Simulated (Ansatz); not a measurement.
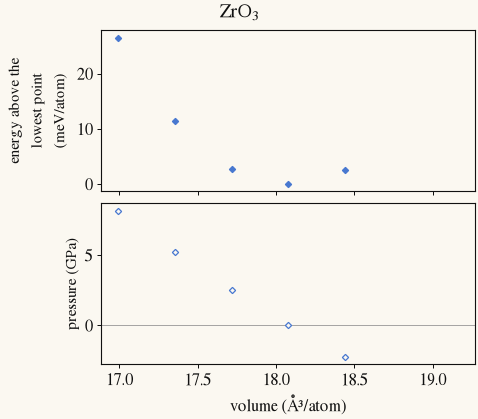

The picture above shows the energy above the lowest point and pressure against volume for ZrO₃, space group Pm-3m (No. 221) (one of a set of cubic test structures, which need not be the stable phase).

Computed with Ansatz 0.2.0 development build: equation of state of a cubic crystal from periodic Kohn-Sham density functional theory without spin, third-order Birch-Murnaghan fit to the free energies; pressure corrected for the finite basis. Level: PBE.

```csv
setting,value
structure type,ReO3
atoms in cell,4
space group number,221
lattice centring,simple cubic
k mesh,26×26×26
occupation method,Fermi–Dirac
occupation width,0.06123 eV
wave cutoff,420 eV
datasets,soft-1 PAW
density tolerance,1e-07 eV
bands,19
density cutoff ratio,4
search for lower states,default
```

The points at volume 18.80 Å³/atom and 19.16 Å³/atom are left out of the plot. What values does the calculation give there?

```csv
volume (Å³/atom),energy above the lowest point (meV/atom),pressure (GPa)
18.80,9.9,-4.3
19.16,21.6,-6.1
```

Caveats: cubic model structure, not the ambient form; no spin polarisation, a magnetic state may lie lower.
